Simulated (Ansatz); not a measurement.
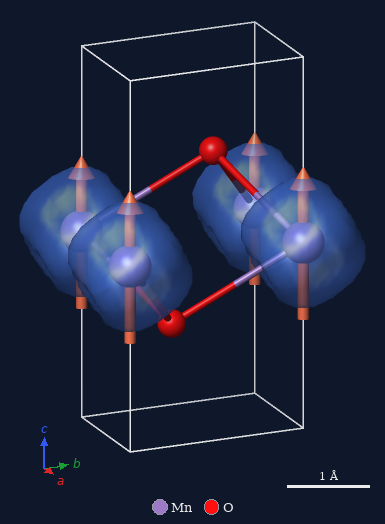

Figure. MnO2. Isosurface of the size of the magnetisation density at 0.4 e/Å³ (blue), with the spin moments of the magnetic sites as arrows; seen slightly off an axis.

Space group P-3m1; a structure from a database of computed crystals, not necessarily the ambient phase.

Theory: Ansatz, DFT, PBE, PAW with Ansatz's default frozen-core files, fully relativistic files with spin-orbit coupling.

The density is the valence pseudo-density of a PAW calculation; it isn't the true density close to the nuclei.

```yaml
crystal:
  lattice:
    - [2.85658, 0.00000, 0.00000]
    - [-1.42829, 2.47387, 0.00000]
    - [0.00000, 0.00000, 4.60137]
  atoms:
    - { symbol: Mn, position: [0.00000, 0.00000, 0.50000] }
    - { symbol: O, position: [0.66667, 0.33333, 0.29371] }
    - { symbol: O, position: [0.33333, 0.66667, 0.70629] }
```

Question: Describe the magnetic structure.

Answer: Spin moments: Mn 2.7 μB. There is one magnetic site in the cell, along [0 0 1] of the cell.
